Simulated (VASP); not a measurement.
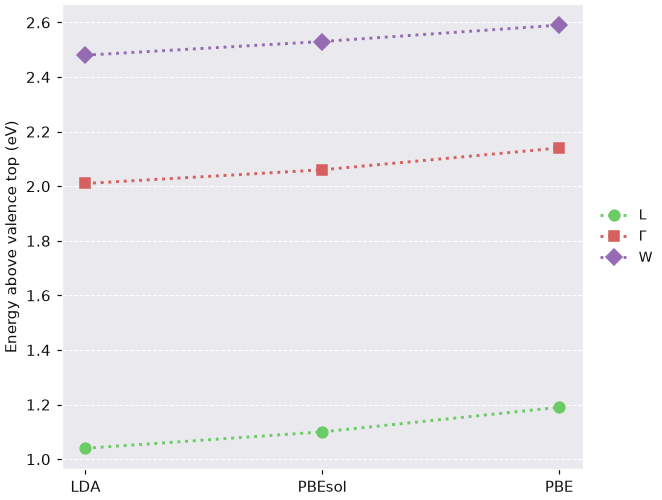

Lowest conduction level at each named k point, counted from the valence-band top at X, by several methods on one cell of Cs₂AgBiBr₆, space group Fm-3m (No. 225), 10 atoms in the primitive cell; cubic a = 11.187 Å. All runs are without spin-orbit coupling and carry no moments.

| method | program | L (eV) | Γ (eV) | W (eV) |
| --- | --- | --- | --- | --- |
| LDA | VASP | 1.04 | 2.01 | 2.48 |
| PBEsol | VASP | 1.10 | 2.06 | 2.53 |
| PBE | VASP | 1.19 | 2.14 | 2.59 |

**One method is left out: r2SCAN. Predict its row. It was run as: r2SCAN, VASP PAW PBE potentials, release 64 (Cs_sv, Ag, Bi_d, Br), 4×4×4 k mesh, 520 eV cutoff, Gaussian smearing of 0.03 eV (VASP).**

A meta-GGA of this kind opens the gap over the LDA and GGA values shown, the highest of which is 1.19 eV (PBE) at L. r2SCAN gives 1.55 eV at L, 2.49 eV at Γ and 2.92 eV at W, which is +0.36 eV from PBE at L.

**Does r2SCAN shift these levels rigidly from PBE?**

The shifts are +0.36 eV at L, +0.35 eV at Γ and +0.33 eV at W, and at points that aren't plotted +0.32 eV (X): over the named points that both runs hold, a spread of 0.04 eV on a mean of 0.34 eV, so one shift describes them well.

**How do the methods rank at L?**

From low to high: LDA 1.04, PBEsol 1.10, PBE 1.19, r2SCAN 1.55 eV. Too close to rank are LDA against PBEsol (different potentials and cutoffs).

Settings. LDA: VASP PAW LDA potentials, release 64 (Cs_sv, Ag, Bi_d, Br), 4×4×4 k mesh, 520 eV cutoff, Gaussian smearing of 0.03 eV (VASP 6.6.1). PBEsol: VASP PAW PBE potentials, release 64 (Cs_sv, Ag, Bi_d, Br), 4×4×4 k mesh, 600 eV cutoff, Gaussian smearing of 0.03 eV (VASP 6.6.1). PBE: VASP PAW PBE potentials, release 64 (Cs_sv, Ag, Bi_d, Br), 4×4×4 k mesh, 520 eV cutoff, Gaussian smearing of 0.03 eV (VASP 6.6.1).

Spin-orbit coupling is left out, which matters for Bi and Br. LDA, PBE and r2SCAN: the cell was derived from a database entry in an earlier step, so it needn't be the measured one. PBEsol and r2SCAN: the PAW data sets were made with another functional.
